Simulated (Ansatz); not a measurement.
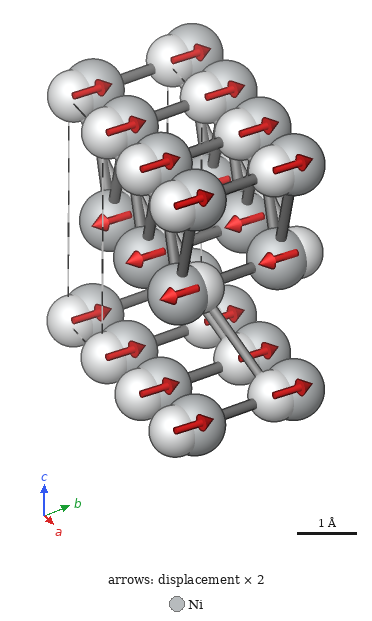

This is a relaxation of crystalline Ni (set up in P-1). The starting structure is drawn faded, the final one solid; red arrows show the displacements, 2 times their true length.

A ball-and-stick model of the cell of the calculation, repeated 3 × 2 × 1 with one cell outlined, seen slightly off an axis.

Case: all atoms moved at random, sigma 0.1 Å for each component, cell strained at random, sigma 0.1; relaxed back.

These are results of DFT PBE, scalar-relativistic, plane waves, PAW in Ansatz 0.2.0, not measurements. Set-up: plane-wave cutoff 420 eV; k-point mesh 14 × 14 × 8; occupations gaussian; smearing width 0.15 eV; collinear spin; atoms relaxed in a fixed cell; force threshold 0.01 eV/Å; at most 80 steps.

Question: Describe the change and its energy.

Answer: The largest moves, 0.41 Å, are those of Ni atoms. The cell doesn't change. Among the contacts that change: Ni–Ni 2.752 → 2.389 Å, Ni–Ni 2.262 → 2.587 Å, Ni–Ni 2.624 → 2.411 Å, Ni–Ni 2.277 → 2.387 Å. Among the angles between lasting bonds that change: Ni–Ni–Ni 90.2° → 70.3°, Ni–Ni–Ni 89.8° → 109.7°. The space group stays P-1 (No. 2). The energy falls by 76.1 meV per atom in 5 accepted moves (7 points after the start). The largest force component goes from 0.39 to 0.0039 eV/Å. 2 steps only repeated the SCF at the same geometry.
